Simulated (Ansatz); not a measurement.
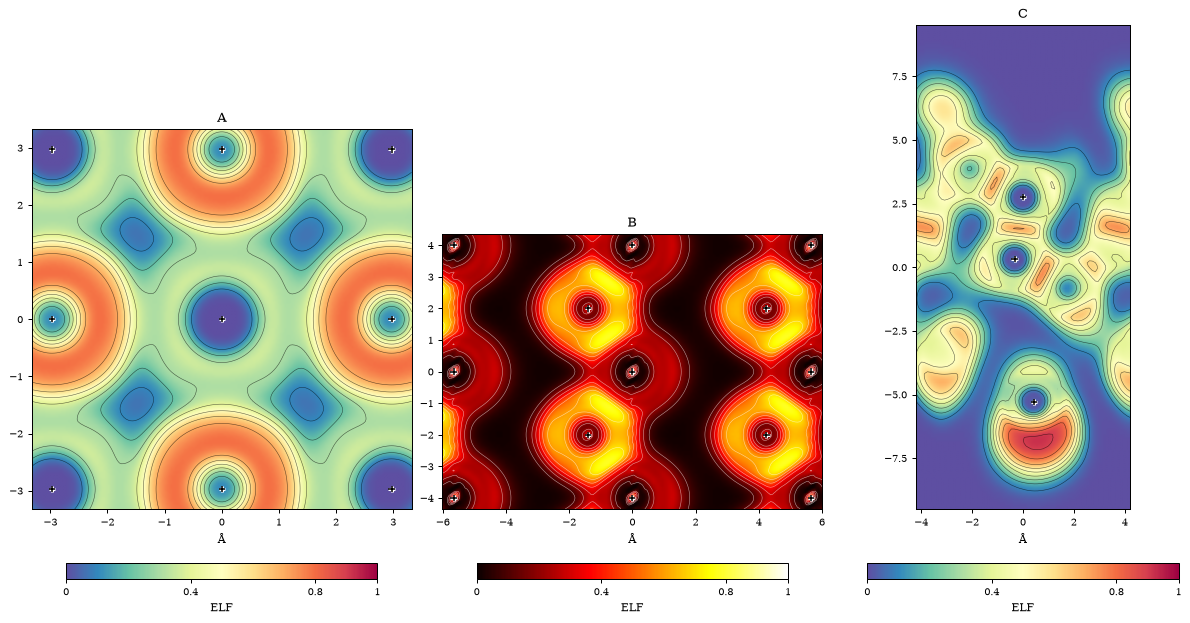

The ELF of 3 systems, each on a plane through atoms (crosses mark nuclei in the plane).

Theory: DFT PBEsol, scalar-relativistic, plane waves, PAW (Ansatz 0.2.0).

System 1: Ge (slab), the (100) plane of the calculation cell, a cut from vacuum to vacuum. Not relaxed (largest force 0.4 eV/Å).

System 2: SnSe, the (001) plane of the conventional cell. Space group Fm-3m.

```yaml
crystal:
  lattice:
    - [5.94551, 0.00000, 0.00000]
    - [0.00000, 5.94551, 0.00000]
    - [0.00000, 0.00000, 5.94551]
  atoms:
    - { symbol: Sn, position: [0.00000, 0.00000, 0.00000] }
    - { symbol: Sn, position: [0.50000, 0.50000, 0.00000] }
    - { symbol: Sn, position: [0.50000, 0.00000, 0.50000] }
    - { symbol: Sn, position: [0.00000, 0.50000, 0.50000] }
    - { symbol: Se, position: [0.50000, 0.00000, 0.00000] }
    - { symbol: Se, position: [0.00000, 0.50000, 0.00000] }
    - { symbol: Se, position: [0.00000, 0.00000, 0.50000] }
    - { symbol: Se, position: [0.50000, 0.50000, 0.50000] }
```

System 3: GaAs, the (110) plane of the conventional cell. Space group F-43m.

```cif
data_structure
_symmetry_space_group_name_H-M 'P 1'
_symmetry_Int_Tables_number 1
_cell_length_a 5.6583
_cell_length_b 5.6583
_cell_length_c 5.6583
_cell_angle_alpha 90.000
_cell_angle_beta 90.000
_cell_angle_gamma 90.000
_cell_volume 181.16
loop_
_atom_site_label
_atom_site_type_symbol
_atom_site_fract_x
_atom_site_fract_y
_atom_site_fract_z
_atom_site_occupancy
Ga1 Ga 0.50000 0.50000 0.00000 1
Ga2 Ga 0.00000 0.50000 0.50000 1
Ga3 Ga 0.00000 0.00000 0.00000 1
Ga4 Ga 0.50000 0.00000 0.50000 1
As1 As 0.75000 0.75000 0.25000 1
As2 As 0.25000 0.75000 0.75000 1
As3 As 0.25000 0.25000 0.25000 1
As4 As 0.75000 0.25000 0.75000 1
```

Which map belongs to which system?

Answer. Panel A is system 2, SnSe: the plane holds Sn and Se. Sn–Se (2.97 Å): the ELF is about 0.40 at the midpoint. Panel B is system 3, GaAs: the plane holds Ga and As. Ga–As (2.45 Å): the ELF peaks at about 0.80 between the atoms; a covalent bond. Panel C is system 1, Ge: the plane holds Ge. Ge–Ge (2.45 Å): the ELF peaks at about 0.70 between the atoms.
